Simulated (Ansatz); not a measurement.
# Does disorder add resistance in series? Ti(0001) layers with 12.5 % Al

Two lengths of the disordered region are known. What area resistance does the third give?

Set-up. Ansatz 0.2.0, plane waves with PAW datasets at their recommended cutoffs (420 eV for most), Fermi-Dirac smearing; ballistic transmission by layer matching. The area resistance is RA = A (h/2e²)(1/T − 1/N), with T the zone-mean transmission per spin and N the lead's channels, both averaged over a few energies near the Fermi level; for magnets each spin is taken apart, with h/e², and the two conduct in parallel. Lateral cell 2x2, PBE, a fresh random draw for each length.

Results; the value marked ? is to be predicted:

```tsv
length (Å)	channels N	RA (fΩ m²)
4.69	2.708	1.36
14.1	2.708	2.67
23.4	2.708	?
```

**Estimate by hand.**

Ohm's law makes RA linear in the length: the slope is (2.67 − 1.36)/(14.1 − 4.69) = 0.139 fΩ m² per Å, or 139 µΩ cm. Then 2.67 + 0.139 × 9.37. Predicted: 3.97 fΩ m².

What the run gave:

3.69 fΩ m², so the prediction is 7.5 % too high. The three lengths together give 125 µΩ cm. The two increments are 1.3 and 1.0 fΩ m², roughly as Ohm's law has it, though with one draw for each length that is a weak test.

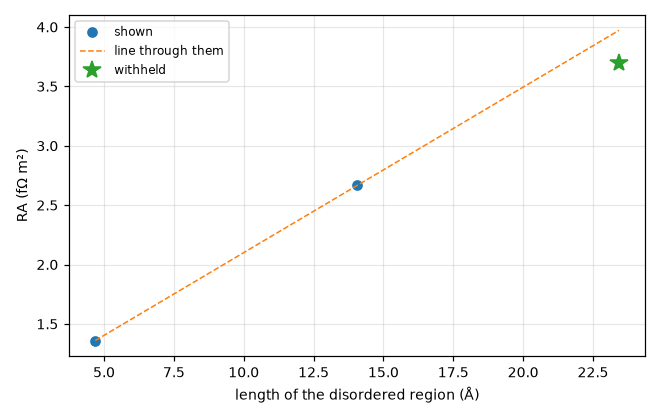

Area resistance against length.

**Limits.** The scatterers repeat sideways with the small cell. The slope is a raw one; a model of isotropic scattering puts it 1.01 times the bulk value over these lengths. Atoms sit unrelaxed on the host's lattice, and the pair may not mix at random in practice.

[Logs are printed without paths, hosts, clocks, repeated set-up lines and the standing remarks that a program may print on its own settings, such as how far it seeks lower states.]
